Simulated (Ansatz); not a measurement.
Structure data:

```yaml
crystal:
  lattice:
    - [3.67198, 0.00000, 0.00000]
    - [0.00000, 3.67198, 0.00000]
    - [0.00000, 0.00000, 3.35881]
  atoms:
    - { symbol: Mg, position: [0.00000, 0.00000, 0.00000] }
    - { symbol: Mg, position: [0.50000, 0.50000, 0.50000] }
```

Question: Summarise the structure in words.

Answer: The element is magnesium. It is body-centred tetragonal, space group I4/mmm (No. 139). The cell holds two atoms. The neighbours of Mg are ten Mg at 3.09 to 3.36 Å. The bonds build a three-dimensional framework.

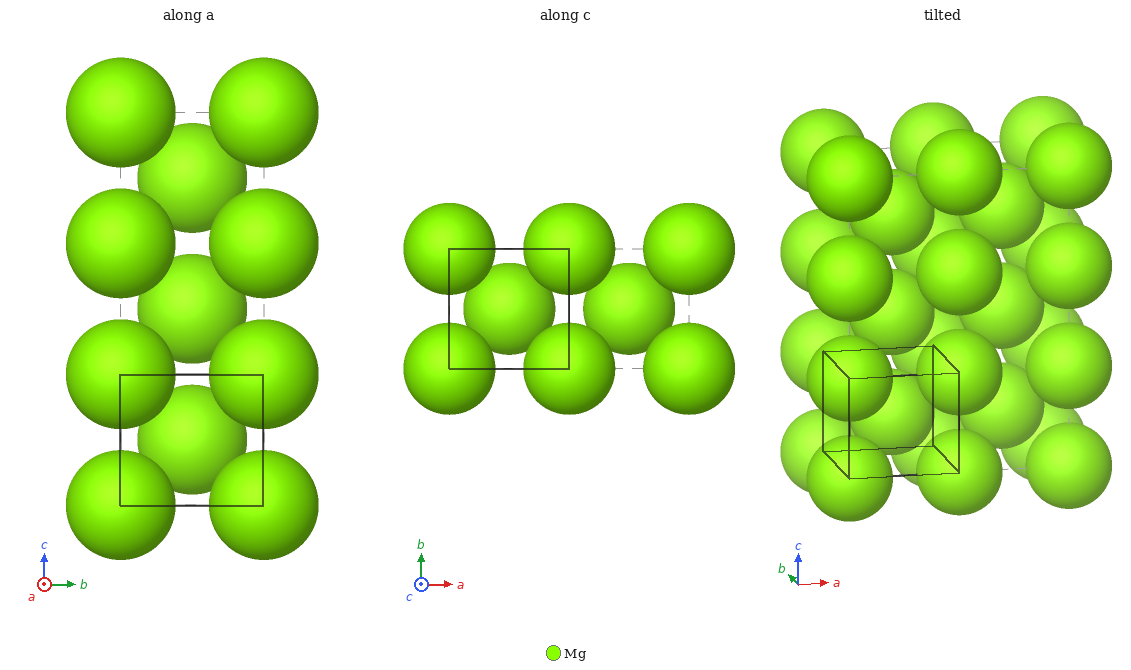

Shown here is a space-filling view of the crystal, taken along the a axis, along the c axis and slightly off an axis. A block of 2×1×3 cells is shown, with one conventional unit cell in solid outline.

The structure was taken from a structure listed in the Materials Project. Earlier steps of the study may have refined or changed the cell and positions. It was set up as input for a calculation with Ansatz.
